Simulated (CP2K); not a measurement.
**WS$_{2}$: geometry relaxation (part 1 of 4)**

System: WS$_{2}$ (P6₃/mmc, 6 atoms in the cell).
Method: DFT, PBE, Gaussian and plane waves, basis SZV-MOLOPT-SR-GTH, GTH potentials (CP2K 2026.2).

The structure derives from an entry of the Crystallography Open Database. The geometry comes from this level: r2scan-rvv10.

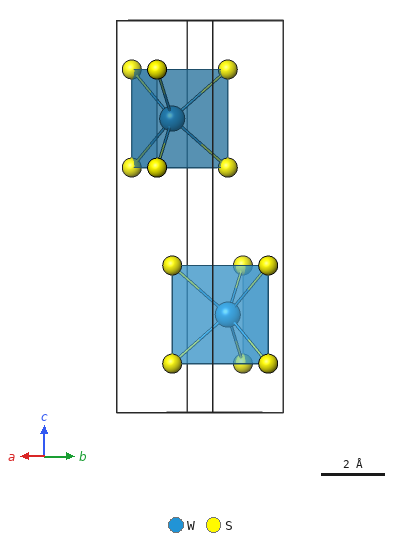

*The structure as given in the input (polyhedral view of the cell of the calculation, seen at an oblique angle; polyhedra are completed across the faces of the cell).*

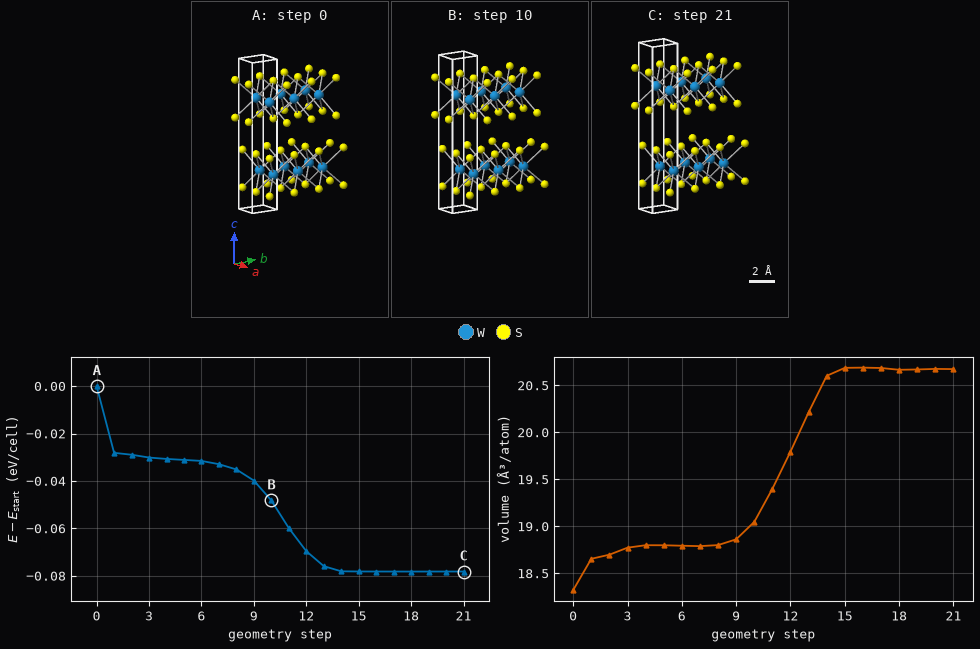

*Frames of the relaxation (ball-and-stick view of the cell of the calculation, repeated 2 × 3 × 1, with bonded neighbours outside it, seen slightly off an axis) above the curves, on which the letters mark them (steps are counted from 0).*

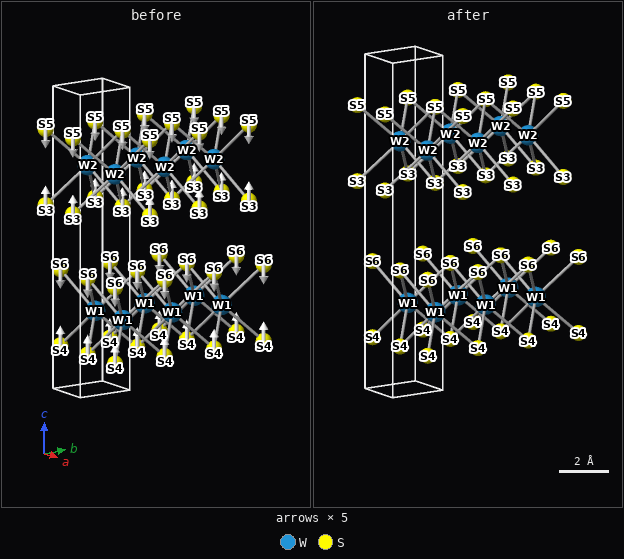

*Before (left) and after (right) the relaxation, at one scale (ball-and-stick view of the cell of the calculation, repeated 2 × 3 × 1, with bonded neighbours outside it, seen slightly off an axis). The white arrows give the displacements (without the part carried along by the change of the cell), magnified 5 times.*

Over 21 geometry steps the energy falls by 78.2 meV per cell of the calculation. The largest force component goes from 0.18 to 0.053 eV/Å. The largest moves relative to the cell, 0.16 Å, are those of S3, S4, S5 and S6. W stays in place. The drawn cell changes as follows: a 3.185 → 3.213 Å (+0.9 %), b 3.185 → 3.214 Å (+0.9 %), c 12.495 → 13.811 Å (+10.5 %), γ 119.8° → 119.6°; the volume changes by +12.8 %. Among the contacts that change: W1–S4 2.418 → 2.436 Å. The space group stays Cmcm (No. 63). (Atoms are counted from 1 in the order of the input.)

The input that produced these results follows, with the program's output.

## Input
```
&GLOBAL
 PROJECT run
 RUN_TYPE CELL_OPT
 PRINT_LEVEL LOW
&END GLOBAL
&MOTION
 &CELL_OPT
  OPTIMIZER BFGS
  KEEP_SPACE_GROUP T
  KEEP_SYMMETRY F
  EXTERNAL_PRESSURE [bar] 0.0
  PRESSURE_TOLERANCE [bar] 300
  MAX_FORCE 3e-4
  MAX_ITER 30
 &END CELL_OPT
 &PRINT
  &CELL
  &END CELL
  &FORCES
  &END FORCES
  &STRESS
  &END STRESS
 &END PRINT
&END MOTION
&FORCE_EVAL
 METHOD QS
 STRESS_TENSOR ANALYTICAL
 &DFT
  BASIS_SET_FILE_NAME BASIS_MOLOPT
  POTENTIAL_FILE_NAME GTH_POTENTIALS
  &QS
   EXTRAPOLATION USE_GUESS
  &END QS
  &MGRID
   CUTOFF 280
   REL_CUTOFF 50
  &END MGRID
  &XC
   &XC_FUNCTIONAL PBE
   &END XC_FUNCTIONAL
  &END XC
  &KPOINTS
   SCHEME MONKHORST-PACK 5 5 3
   SYMMETRY F
   FULL_GRID F
  &END KPOINTS
  &SCF
   ADDED_MOS 12
   EPS_SCF 1e-6
   MAX_SCF 80
   &DIAGONALIZATION
   &END DIAGONALIZATION
   &MIXING
    METHOD BROYDEN_MIXING
    ALPHA 0.3
   &END MIXING
   &SMEAR
    METHOD FERMI_DIRAC
    ELECTRONIC_TEMPERATURE [K] 232
   &END SMEAR
   &PRINT
    &ITERATION_INFO
    &END ITERATION_INFO
   &END PRINT
  &END SCF
 &END DFT
 &SUBSYS
  &CELL
   A 3.16994471 0.00000000 0.00000000
   B -1.58497236 2.74525265 0.00000000
   C -0.00000000 -0.00000000 12.49111591
  &END CELL
  &COORD
   SCALED
   W 0.33333333 0.66666667 0.25000000
   W 0.66666667 0.33333333 0.75000000
   S 0.33333333 0.66666667 0.62489246
   S 0.66666667 0.33333333 0.12489246
   S 0.33333333 0.66666667 0.87510754
   S 0.66666667 0.33333333 0.37510754
  &END COORD
  &KIND W
   BASIS_SET SZV-MOLOPT-SR-GTH
   POTENTIAL GTH-PBE
  &END KIND
  &KIND S
   BASIS_SET SZV-MOLOPT-SR-GTH
   POTENTIAL GTH-PBE
  &END KIND
 &END SUBSYS
 &PRINT
  &STRESS_TENSOR
  &END STRESS_TENSOR
  &FORCES
  &END FORCES
 &END PRINT
&END FORCE_EVAL
```

Run as:
```bash
cp2k.psmp -i run.inp
```

## Log
```
CP2K| version string:                                       CP2K version 2026.2
 CP2K|            td4 dftd4_v4_2 s_dftd3 mctc-lib tblite sirius libvori libbqb l
 CP2K|            libvdwxc hdf5 trexio greenx
 CP2K| Input file name                                                   run.inp

 GLOBAL| Force Environment number                                              1
 GLOBAL| Cholesky decomposition library                                ScaLAPACK
 GLOBAL| Direct generalized diagonalization requested                          F
 GLOBAL| Matrix multiplication library                                 ScaLAPACK

 GENERATE|  Preliminary Number of Bonds generated:                             0
 GENERATE|  Achieved consistency in connectivity generation.

 *******************************************************************************
 *******************************************************************************
 **                                                                           **
 **     #####                         ##              ##                      **
 **    ##   ##            ##          ##              ##                      **
 **   ##     ##                       ##            ######                    **
 **   ##     ##  ##   ##  ##   #####  ##  ##   ####   ##    #####    #####    **
 **   ##     ##  ##   ##  ##  ##      ## ##   ##      ##   ##   ##  ##   ##   **
 **   ##  ## ##  ##   ##  ##  ##      ####     ###    ##   ######   ######    **
 **    ##  ###   ##   ##  ##  ##      ## ##      ##   ##   ##       ##        **
 **     #######   #####   ##   #####  ##  ##  ####    ##    #####   ##        **
 **           ##                                                    ##        **
 **                                                                           **
 **                                                ... make the atoms dance   **
 **                                                                           **
 **                      J. Chem. Phys. 152, 194103 (2020)                    **
 **                                                                           **
 *******************************************************************************

 *** available. The full set of unoccupied MOs will be used. Use           ***
 *** 'ADDED_MOS -1' to always use all available MOs and to get rid of this ***
 *** warning.                                                              ***

 TOTAL NUMBERS AND MAXIMUM NUMBERS

  Total number of            - Atomic kinds:                                   2
                             - Atoms:                                          6
                             - Shell sets:                                     6
                             - Shells:                                        16
                             - Primitive Cartesian functions:                 28
                             - Cartesian basis functions:                     38
                             - Spherical basis functions:                     36

  Maximum angular momentum of- Orbital basis functions:                        2
                             - Local part of the GTH pseudopotential:          2
                             - Non-local part of the GTH pseudopotential:      4

 SCF PARAMETERS         Density guess:                                    ATOMIC
                        --------------------------------------------------------
                        max_scf:                                              80
                        max_scf_history:                                       0
                        max_diis:                                              4
                        --------------------------------------------------------
                        eps_scf:                                        1.00E-06
                        eps_scf_history:                                0.00E+00
                        eps_diis:                                       1.00E-01
                        eps_eigval:                                     1.00E-05
                        --------------------------------------------------------
                        level_shift [a.u.]:                             0.000000
                        added MOs                                        10    0
                        --------------------------------------------------------
                        Mixing method:                            BROYDEN_MIXING
                                                charge density mixing in g-space
                        --------------------------------------------------------
                        Smear method:                                FERMI_DIRAC
                        Electronic temperature [K]:                        232.0
                        Electronic temperature [a.u.]:                  7.35E-04
                        Accuracy threshold:                             1.00E-10
                        --------------------------------------------------------
                        No outer SCF

 CELL_OPT| Pressure tolerance [bar]:                                       300.0
 CELL_OPT| Keep volume of cell:                                               NO
 CELL_OPT| Keep angles between the cell vectors:                              NO
 CELL_OPT| Keep cell symmetry:                                                NO
 CELL_OPT| Constraint:                                                      NONE

 BFGS| Use rational function optimization for step estimation:                NO
 BFGS| Use model Hessian for initial guess:                                   NO
 BFGS| Restart Hessian:                                                       NO
 BFGS| Trust radius:                                                       0.472

 -------------------------------------------------------------------------------
 ----                   SPACE GROUP SYMMETRY INFORMATION                    ----
 -------------------------------------------------------------------------------
 SPGR| SPACE GROUP NUMBER:                                                   194
 SPGR| INTERNATIONAL SYMBOL:                                            P6_3/mmc
 SPGR| POINT GROUP SYMBOL:                                                 6/mmm
 SPGR| SCHOENFLIES SYMBOL:                                                 D6h^4
 SPGR| NUMBER OF SYMMETRY OPERATIONS:                                         24
 SPGR| NUMBER OF UNIQUE ROTATIONS:                                            24
 SPGR| NUMBER OF REDUCED SYMMETRY OPERATIONS:                                 24
 SPGR| NUMBER OF PARTICLES AND SYMMETRIZED PARTICLES:                  6       6
 SPGR| NUMBER OF ATOMS AND SYMMETRIZED ATOMS:                          6       6
 SPGR| NUMBER OF SHELLS AND SYMMETRIZED SHELLS:                        0       0

 *******************************************************************************
 ***                     STARTING   CELL   OPTIMIZATION                      ***
 ***                                   BFGS                                  ***
 *******************************************************************************

 CELL| Volume [angstrom^3]:                                           108.701427
 CELL| Vector a [angstrom]:       3.170     0.000     0.000   |a| =     3.169945
 CELL| Vector b [angstrom]:      -1.585     2.745     0.000   |b| =     3.169945
 CELL| Vector c [angstrom]:      -0.000    -0.000    12.491   |c| =    12.491116
 CELL| Angle (b,c), alpha [degree]:                                    90.000000
 CELL| Angle (a,c), beta  [degree]:                                    90.000000
 CELL| Angle (a,b), gamma [degree]:                                   120.000000
 CELL| Numerically orthorhombic:                                              NO
 CELL| Periodicity                                                           XYZ

 Extrapolation method: initial_guess

 Number of electrons:                                                         52
 Number of occupied orbitals:                                                 26
 Number of molecular orbitals:                                                36

 Number of orbital functions:                                                 36
 Number of independent orbital functions:                                     36

 SCF WAVEFUNCTION OPTIMIZATION

  ------------------------------------------------------------------------------
     1 NoMix/Diag. 0.30E+00    1.7     1.10749698      -176.9933315089 -1.77E+02
     2 Broy./Diag. 0.30E+00    1.9     0.36670633      -175.4864770465  1.51E+00
     3 Broy./Diag. 0.30E+00    1.7     0.04582989      -176.9938476197 -1.51E+00
     4 Broy./Diag. 0.30E+00    1.6     0.02923472      -176.7383128658  2.56E-01
     5 Broy./Diag. 0.30E+00    2.1     0.00980916      -176.6531102560  8.52E-02
     6 Broy./Diag. 0.30E+00    1.6     0.00153759      -176.6968231496 -4.37E-02
     7 Broy./Diag. 0.30E+00    2.2     0.00067488      -176.6971364742 -3.13E-04
     8 Broy./Diag. 0.30E+00    1.6     0.00041756      -176.6931695295  3.97E-03
     9 Broy./Diag. 0.30E+00    1.5     0.00006063      -176.6920395614  1.13E-03
    10 Broy./Diag. 0.30E+00    1.6     0.00002000      -176.6916093868  4.30E-04
    11 Broy./Diag. 0.30E+00    1.5     0.00000338      -176.6914508755  1.59E-04
    12 Broy./Diag. 0.30E+00    1.5     0.00000300      -176.6913970286  5.38E-05
    13 Broy./Diag. 0.30E+00    1.5     0.00000271      -176.6913751947  2.18E-05
    14 Broy./Diag. 0.30E+00    1.5     0.00000056      -176.6913688417  6.35E-06

  *** SCF run converged in    14 steps ***

  Electronic density on regular grids:        -51.9999999951        0.0000000049
  Core density on regular grids:               51.9999999948       -0.0000000052
  Total charge density on r-space grids:       -0.0000000004
  Total charge density g-space grids:          -0.0000000004

  Overlap energy of the core charge distribution:               0.00000000659555
  Self energy of the core charge distribution:               -301.49813723980628
  Core Hamiltonian energy:                                     71.93140836589934
  Hartree energy:                                              78.35979625510031
  Exchange-correlation energy:                                -25.48443622951347
  Electronic entropic energy:                                  -0.00000000000008
  Fermi energy:                                                 0.41014464616000

  Total energy:                                              -176.69136884172462
  Total energy (extrapolated to T->0):                       -176.69136884172460

 ENERGY| Total FORCE_EVAL ( QS ) energy [hartree]           -176.691368126942479

 FORCES| Atomic forces [hartree/bohr]
 FORCES|   Atom     x               y               z               |f|
 FORCES|      1 -6.47146774E-07  3.71647035E-07 -3.39846299E-04   3.39847118E-04
 FORCES|      2  6.47009120E-07 -3.71885083E-07  3.39854867E-04   3.39855686E-04
 FORCES|      3  1.82147776E-09  2.59846701E-09 -8.05495402E-03   8.05495402E-03
 FORCES|      4 -1.83723806E-09 -2.58968709E-09 -8.03692305E-03   8.03692305E-03
 FORCES|      5  1.83715783E-09  3.34797187E-09  8.03691876E-03   8.03691876E-03
 FORCES|      6 -1.82168343E-09 -3.35717185E-09  8.05494973E-03   8.05494973E-03
 FORCES| Sum    -1.37940122E-10 -2.38468200E-10  2.16278384E-13
 FORCES| Total atomic force                                       2.75489757E-10

 STRESS| Analytical stress tensor [bar]
 STRESS|                        x                   y                   z
 STRESS|      x        6.80644966837E+04   4.34039193780E+00   1.22597063120E-03
 STRESS|      y        4.34039193780E+00   6.80695430607E+04  -7.07675771927E-04
 STRESS|      z        1.22597063120E-03  -7.07675771927E-04   6.10948606164E+04
 STRESS| 1/3 Trace                                             6.57429667869E+04
 STRESS| Determinant                                           2.83059769854E+14

 STRESS| Eigenvectors and eigenvalues of the analytical stress tensor [bar]
 STRESS|                        1                   2                   3
 STRESS| Eigenvalues   6.10948606164E+04   6.80619993660E+04   6.80720403784E+04
 STRESS|      x          -0.000000175965      0.866768861219      0.498710077320
 STRESS|      y           0.000000101573     -0.498710077320      0.866768861220
 STRESS|      z           1.000000000000      0.000000203176     -0.000000000285
```
